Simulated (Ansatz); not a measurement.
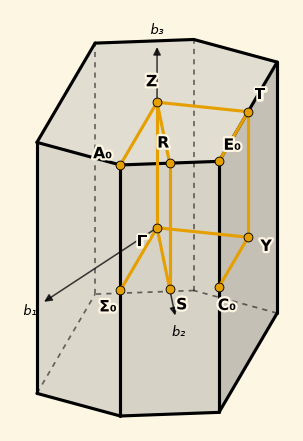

Crystal: Ru, the input geometry of an electronic-structure calculation (not necessarily at equilibrium); the starting structure was generated, so it need not be a known form of this composition. The first Brillouin zone and its special points. Symmetry computed with spglib at a tolerance of 0.002 Å; standard conventional cell.

Space group Cmcm (No. 63); a = 2.714 Å, b = 7.942 Å, c = 2.690 Å, α = 90.00°, β = 90.00°, γ = 90.00°.

Labels and path follow the convention of Hinuma et al. (2017), as computed by seekpath; the arrows show the directions of the reciprocal primitive vectors b₁, b₂, b₃, in which coordinates are given; lengths include the factor 2π.

Q: List the special points with their coordinates and distances from Γ.

A:
```
point      k₁     k₂   k₃  length of k (1/Å)
    Γ       0      0    0              0.000
    Y    −1/2    1/2    0              0.791
    T    −1/2    1/2  1/2              1.411
    Z       0      0  1/2              1.168
    S       0    1/2    0              1.223
    R       0    1/2  1/2              1.691
   Σ₀   0.279  0.279    0              1.293
   C₀  −0.279  0.721    0              1.293
   A₀   0.279  0.279  1/2              1.742
   E₀  −0.279  0.721  1/2              1.742
```

Q: What is the zone's volume?

A: (2π)³ over the primitive cell's volume of 28.99 Å³: 8.56 Å⁻³.
